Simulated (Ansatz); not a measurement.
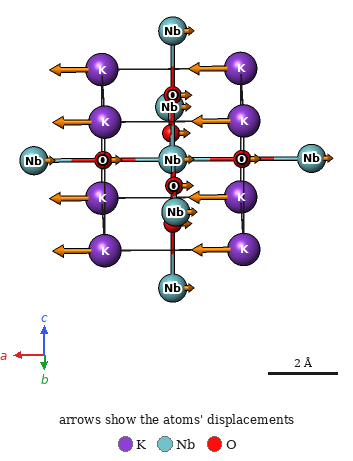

Phonons of crystalline KNbO3, space group Pm-3m (No. 221), at the zone centre. The optical levels lie at 236i (×3), 180 (×3), 254 (×3), 466 (×3) cm⁻¹. One mode is drawn. Displacements are drawn as orange arrows; their common scale and sign are arbitrary. A ball-and-stick model of the cell of the calculation, seen from a free direction. Only the shorter bonds are drawn.

Computed with Ansatz 0.2.0, DFT PBE, scalar-relativistic, plane waves, PAW. Set-up: plane-wave cutoff 420 eV; k-point mesh 8 × 8 × 8; occupations gaussian; smearing width 0.05 eV; no spin polarisation.

Frequencies are those without the non-analytic (LO–TO) term.

### To which level does it belong?

The level at 180 cm⁻¹. This is the T₁u mode (triply degenerate; one member of the set is drawn), optical level 2 of 4, counted from below (1 lower level is imaginary, so the structure is unstable), infrared-active by symmetry. The K sublattice moves against the O and Nb sublattices, along a; the kinetic energy is shared as K 78 %, Nb 13 %, O 9 %.
